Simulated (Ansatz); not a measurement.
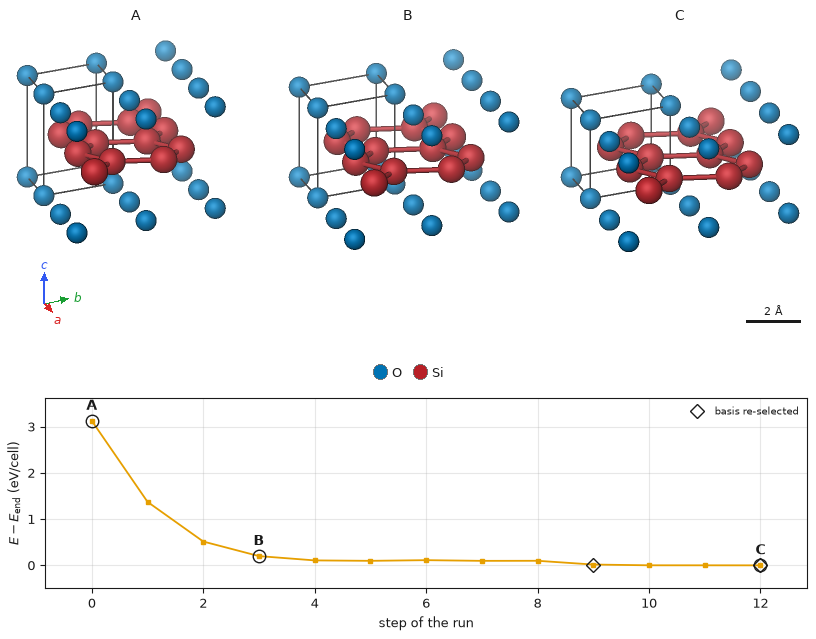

Frames of a relaxation of solid Si2O (a generated structure, set up in P6/mmm), marked on the history of the run. The picture is a ball-and-stick view of the cell of the calculation, repeated 3 × 2 × 1 with one cell outlined, seen slightly off an axis.

The start is a swapped structure.

The calculation used DFT, PAW plane waves, PBE (Ansatz). Set-up: plane-wave cutoff 420 eV; k-point mesh 12 × 12 × 6; occupations methfessel paxton; smearing width 0.0159 eV; no spin polarisation; cell and atoms relaxed; force threshold 0.03 eV/Å; at most 40 steps.

> What happens along the run?

No atom moves by more than 0.005 Å relative to the cell. The volume changes by +3.7 %, with a = b 3.371 → 3.900 Å (+15.7 %), c 3.850 → 2.982 Å (−22.5 %). Near-neighbour distances that change, for instance: Si–Si 3.850 → 2.982 Å, Si–Si 1.946 → 2.252 Å. The space group stays P6/mmm (No. 191). After 10 accepted moves (12 points after the start) the energy has fallen by 3.127 eV per cell of the calculation. With the target pressure of 5 GPa, the enthalpy E + pV changes by −3.083 eV per cell of the calculation. All forces vanish by symmetry, so only the cell relaxes. The pressure goes from 59.73 to 5.00 GPa. At 2 points the geometry stayed and the basis and grid were re-selected for the new cell (energy shift of 81.5 meV per cell of the calculation at most each time). From step 0 to 3: volume +10.2 %, energy −2.927 eV per cell of the calculation. From step 3 to 12: volume −5.9 %, energy −0.200 eV per cell of the calculation.
